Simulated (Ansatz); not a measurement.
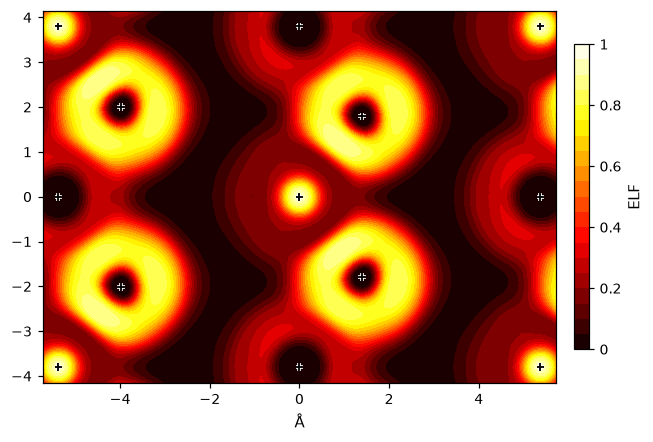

The electron localisation function on a plane through atoms (crosses mark nuclei in the plane).

These are results of DFT PBEsol, scalar-relativistic, plane waves, PAW (Ansatz), not measurements.

Candidates:
A. AlP, a = 5.47 Å, b = 5.47 Å, c = 5.47 Å, α = 90.00°, β = 90.00°, γ = 90.00°. Space group F-43m.
B. ZnCu2SnS4, a = 5.37 Å, b = 5.37 Å, c = 10.75 Å, α = 90.00°, β = 90.00°, γ = 90.00°. Space group I-4; computed without spin polarisation.

Which system is this?

Answer. Candidate B: ZnCu2SnS4 on the (110) plane of the conventional cell, which holds Cu, Sn and S. Cu–S (2.27 Å): the ELF peaks at about 0.90 in the valence shell of S, 0.8 Å from its nucleus, and is about 0.45 at the midpoint. Sn–S (2.45 Å): the ELF peaks at about 0.85 in the valence shell of S, 0.9 Å from its nucleus, and is about 0.55 at the midpoint.
